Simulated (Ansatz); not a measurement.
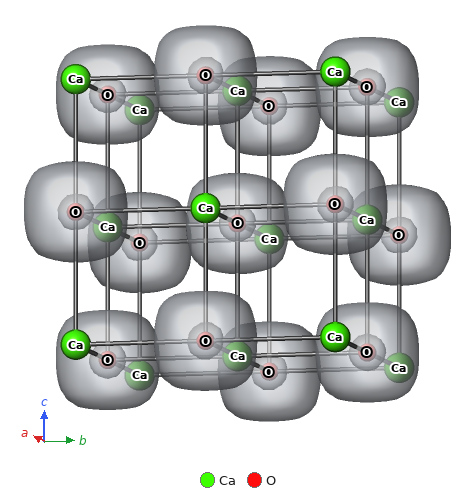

Figure. CaO. Isosurface of the ELF at 0.65 (grey), seen at an oblique angle. Only the valence region is drawn (cores and ρ < 0.01 e/Å³ removed). Sticks mark near contacts.

Space group Fm-3m; a structure from a database of computed crystals, not necessarily the ambient phase; started from the database structure prototype, which need not be the ambient phase.

Theory: Ansatz, DFT, r2SCAN+rVV10, plane waves, PAW.

Core electrons are frozen (PAW), and the valence fields are smoothed inside the atomic spheres.

What do the ELF domains correspond to?

At this value the surface marks out four regions wrapped around O (the valence shell of each), counted in one cell of 8 atoms. Any copies at cell faces, edges or corners count once.

Values along the shortest contacts:
Ca–O (2.39 Å): the ELF is about 0.10 at the midpoint (a largely ionic contact).

Does the calculation give a band gap?

It is gapped, with a Kohn–Sham gap of 4.2 eV on the k-point mesh (the band edges may lie off the mesh, which would make the gap smaller).
